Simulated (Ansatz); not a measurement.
# Cu₁₂H (slab): what the fields show

Input

```
crystal:
  lattice:
    - [5.0378287988, 0.0, 0.0]
    - [0.0, 5.0378287988, 0.0]
    - [0.0, 0.0, 20.6622829064]
  atoms:
    - { symbol: Cu, position: [0.25, 0.25, 0.1935894508] }
    - { symbol: Cu, position: [0.25, 0.75, 0.1935894508] }
    - { symbol: Cu, position: [0.75, 0.25, 0.1935894508] }
    - { symbol: Cu, position: [0.75, 0.75, 0.1935894508] }
    - { symbol: Cu, position: [0.0, 0.0, 0.2797919997] }
    - { symbol: Cu, position: [0.0, 0.5, 0.2797919997] }
    - { symbol: Cu, position: [0.5, 0.0, 0.2797919997] }
    - { symbol: Cu, position: [0.5, 0.5, 0.2797919997] }
    - { symbol: Cu, position: [0.25, 0.25, 0.3659945486] }
    - { symbol: Cu, position: [0.25, 0.75, 0.3659945486] }
    - { symbol: Cu, position: [0.75, 0.25, 0.3659945486] }
    - { symbol: Cu, position: [0.75, 0.75, 0.3659945486] }
    - { symbol: H, position: [0.3333333333, 0.4166666667, 0.516026373] }
basis:
  ecutwfc: 420
kpoints:
  mp_grid: { grid: [5, 5, 1] }
hamiltonian:
  xc: pbe
  pseudopotentials: { kind: paw, azcp: { folder: soft_1 } }
  dispersion: d3bj
scf:
  occupations: { method: gaussian, width: 0.1 }
output:
  forces: true
  eigenvalues: true
  write_density: true
  write_potential: true
  elf: true
  volumetric_format: npy
efield:
  axis: 3
  dipole_correction: true
  ramp_width: 0.04
```

Launched as:

```sh
ansatz run input.yaml --threads 4 --pin off --max-ram 12288MiB --backend cpu --events-out ev --progress --plain --runs-dir out
```

A point of a scan over the structure, not its minimum; not relaxed (largest force 0.9 eV/Å); computed without spin polarisation; PAW files of the earlier set (soft_1).

Theory: DFT PBE+D3(BJ), scalar-relativistic, plane waves, PAW in Ansatz.

In a PAW calculation such maps are meaningful between the atoms, not at the nuclei.

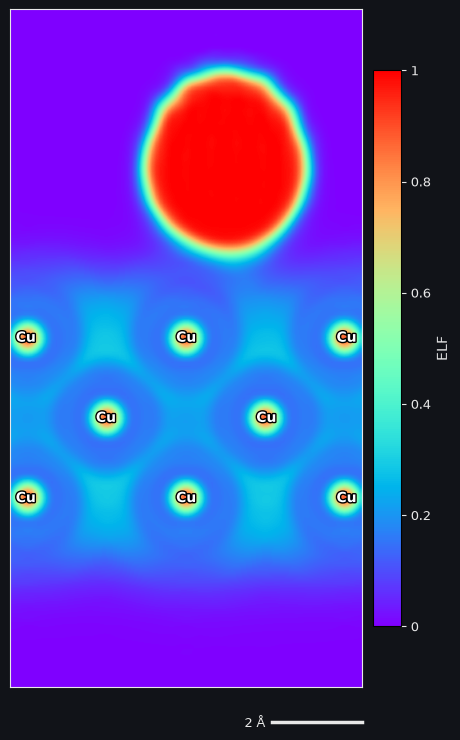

Figure 1. ELF on the (11̄0) plane of the calculation cell, a cut from vacuum to vacuum.

Question: What do the fields say about this system?

Answer:
- The plane passes through Cu nuclei.
- Atoms just off the plane (H, 0.3 Å away) can leave unmarked features too.
- Cu–Cu (2.52 Å): the ELF is about 0.20 at the midpoint; no shared electron pair shows on this line.
- The features right at Cu lie inside the PAW spheres, where the map follows smoothed inner orbitals and isn't to be read closely.

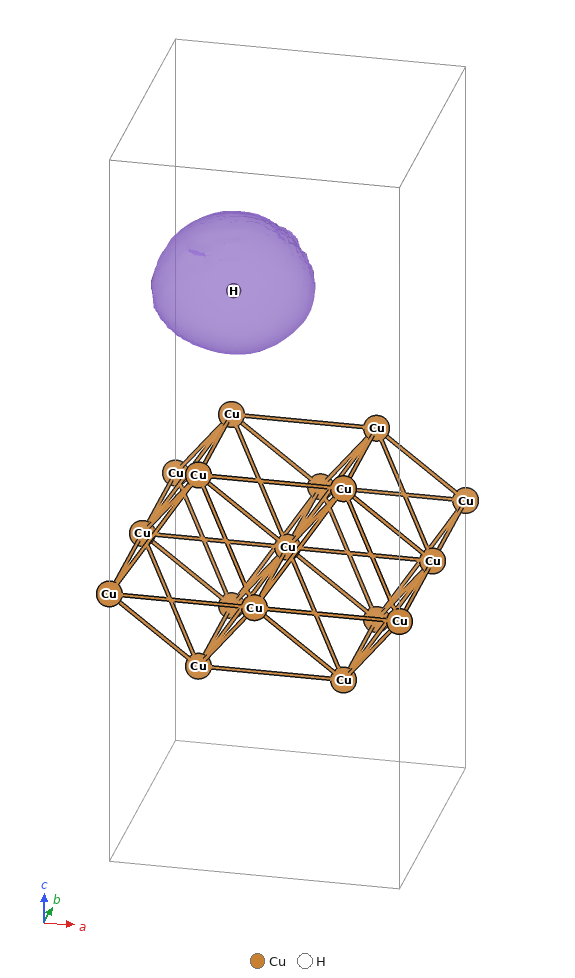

Figure 2. Isosurface of the ELF at 0.85 (purple), seen at an oblique angle. Core shells and regions of very low density are left out. Sticks mark near contacts.

Question: Where are the electrons localised?

Answer: The surface consists of one region around a hydrogen nucleus, counted in one cell of 13 atoms. Counts are for one cell; the picture repeats the cell along the surface. Along the contacts the grid gives the following. Cu–H (3.24 Å): the ELF climbs to about 1 towards the hydrogen.

Question: Metal or insulator at this level of theory?

Answer: It is gapless in this calculation (a metal or semimetal).
